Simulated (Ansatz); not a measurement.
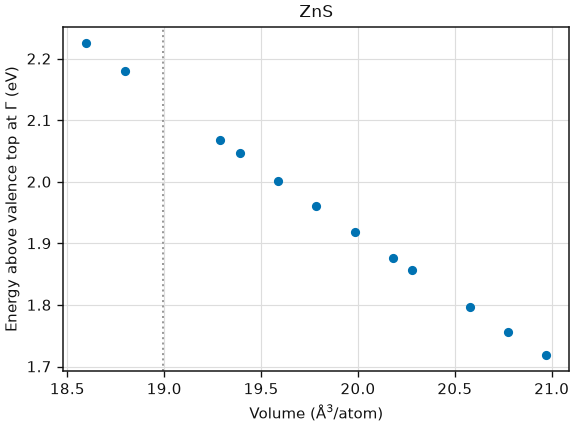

Lowest conduction level at Γ, counted from the valence-band top at Γ. One run is left out (dotted line).

System: zincblende ZnS, space group F-43m (No. 216), 2 atoms in the primitive cell. The cell is scaled uniformly. Ansatz 0.2.0; PBEsol, Ansatz PAW set, no spin polarisation, no spin-orbit coupling, 8×8×8 k mesh, 420 eV cutoff.

```
       volume  Γ (eV)  pressure (GPa)
18.60 Å³/atom    2.23             2.8
18.80 Å³/atom    2.18             1.8
19.29 Å³/atom    2.07            −0.3
19.39 Å³/atom    2.05            −0.7
19.59 Å³/atom    2.00            −1.5
19.78 Å³/atom    1.96            −2.2
19.98 Å³/atom    1.92            −2.8
20.18 Å³/atom    1.88            −3.5
20.28 Å³/atom    1.86            −3.8
20.58 Å³/atom    1.80            −4.7
20.77 Å³/atom    1.76            −5.2
20.97 Å³/atom    1.72            −5.7
```

> Fill in the row for 18.99 Å³/atom.

A fit through the other points against the logarithm of the volume gives 2.13 eV at Γ (a straight line). The run itself gives 2.13 eV, within 0.01 eV of the estimate.

> What is the deformation potential dE/d ln V?

A straight line against ln V has a slope of −4.2 eV at Γ.

The PAW data sets were made with another functional. LDA, GGA and most meta-GGA functionals understate gaps.
